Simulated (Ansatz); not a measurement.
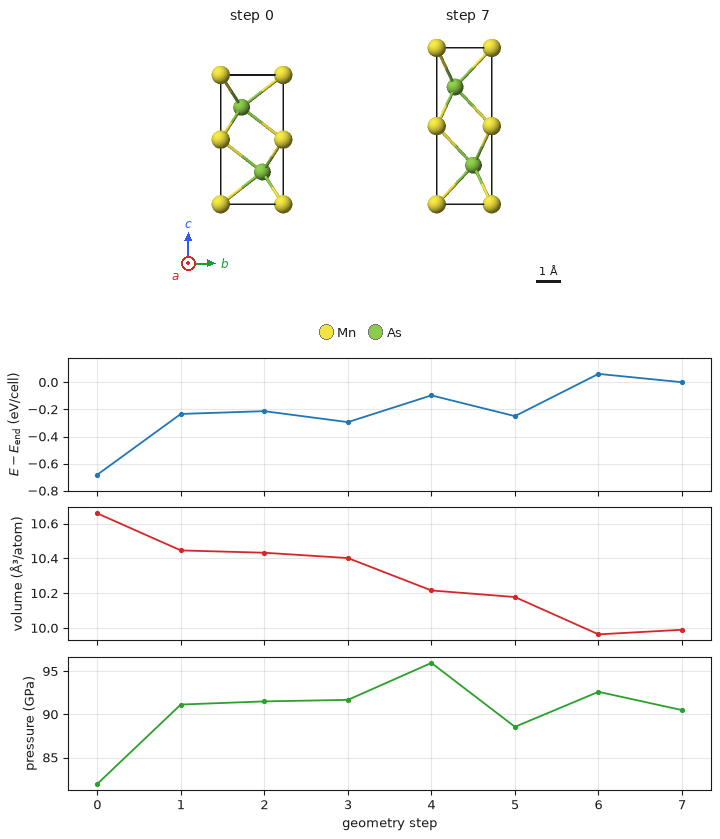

First and last geometry of a relaxation of solid MnAs (set up in P6_3/mmc), with the history of the run. A ball-and-stick model of the cell of the calculation, seen along the a axis.

Case: relaxed at 90 GPa.

These are results of DFT PBE, scalar-relativistic, plane waves, PAW in Ansatz 0.2.0, not measurements. Settings: plane-wave cutoff 420 eV; k-point mesh 18 × 18 × 8; occupations gaussian; smearing width 0.1 eV; target pressure 90 GPa; collinear spin; cell and atoms relaxed; force threshold 0.008 eV/Å; at most 50 steps.

Did the run converge, and what did it change?

The run was cut off at its time limit before the relaxation converged, so the last structure is only a point on the way. The energy rises by 0.681 eV per cell of the calculation in 7 geometry steps. With the target pressure of 90 GPa, the enthalpy E + pV changes by −0.821 eV per cell of the calculation. All forces vanish by symmetry, so only the cell relaxes. The pressure goes from 81.94 to 90.50 GPa. No atom moves by more than 0.005 Å relative to the cell. The volume changes by −6.3 %, with a = b 3.018 → 2.657 Å (−12.0 %), c 5.405 → 6.536 Å (+20.9 %). Among the contacts that change: Mn–Mn 2.703 → 3.268 Å, As–As 3.216 → 3.610 Å, Mn–Mn 3.018 → 2.657 Å, As–As 3.018 → 2.657 Å. Among the angles between lasting bonds that change: Mn–As–Mn 75.6° → 93.6°, As–Mn–As 93.6° → 107.3°, As–Mn–As 86.4° → 72.7°. The space group stays P6_3/mmc (No. 194). The program noted that the starting moments weren't kept. Cost: 7.8 min on 1 thread of Arm Neoverse V1, on a shared host, peak memory 0.71 GiB.
